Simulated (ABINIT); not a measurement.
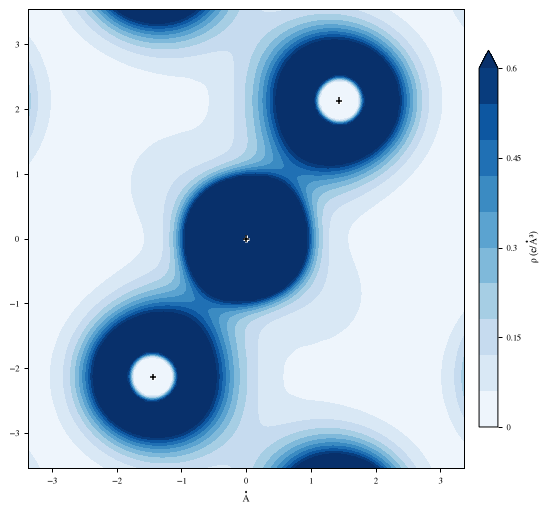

The valence pseudo-density on a plane through atoms (crosses mark nuclei in the plane).

Method: ABINIT, Kohn-Sham DFT of a periodic cell, r2SCAN, JTH PAW PBE v2.0.

Candidates:
A. ZrS2, a = 3.69 Å, b = 3.69 Å, c = 6.04 Å, α = 90.00°, β = 90.00°, γ = 120.00°. Space group P-3m1; a structure from a database of computed crystals, not necessarily the ambient phase.
B. Si2W, a = 3.21 Å, b = 3.21 Å, c = 7.83 Å, α = 90.00°, β = 90.00°, γ = 90.00°. Space group I4/mmm.

Q: Which candidate gave the map?

A: Candidate A: ZrS2 on the (110) plane of the conventional cell, which holds Zr and S. Zr–S (2.57 Å): ρ is about 0.44 e/Å³ halfway.
